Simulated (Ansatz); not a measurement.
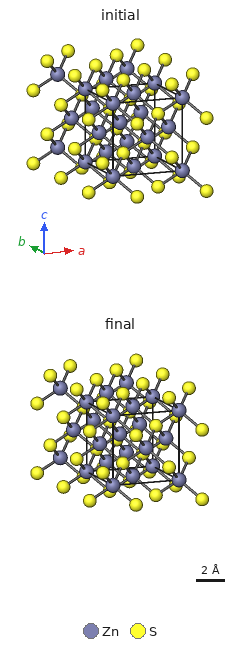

The structure of crystalline ZnS (set up in F-43m) before (top) and after (bottom) a relaxation, at one scale.

Style: ball-and-stick. Shown: the conventional cell (4 times the calculation's cell), repeated 1 × 2 × 1 with one cell outlined, slightly off an axis. Lengths and directions refer to the drawn axes.

Case: relaxed at 16 GPa.

The calculation used DFT PBEsol, scalar-relativistic, plane waves, PAW (Ansatz 0.2.0). Settings: plane-wave cutoff 420 eV; k-point mesh 10 × 10 × 10; occupations fixed; target pressure 16 GPa; no spin polarisation; cell and atoms relaxed; force threshold 0.001 eV/Å; at most 60 steps.

### Describe what moved and what it gained.

The energy rises by 114 meV per atom in 5 accepted moves (7 points after the start). With the target pressure of 16 GPa, the enthalpy E + pV changes by −147 meV per atom. All forces vanish by symmetry, so only the cell relaxes. Pressure: 0.00 GPa at the start and 16.00 GPa at the end. At 2 points the geometry stayed and the basis and grid were re-selected for the new cell (energy shift of 1.0 meV per atom at most each time). The atoms keep their places relative to the cell (all moves are under 0.005 Å). The drawn cell changes as follows: a = b = c 5.357 → 5.101 Å (−4.8 %); the volume changes by −13.6 %. Near-neighbour distances that change, for instance: S–Zn 2.319 → 2.209 Å. The space group stays F-43m (No. 216).
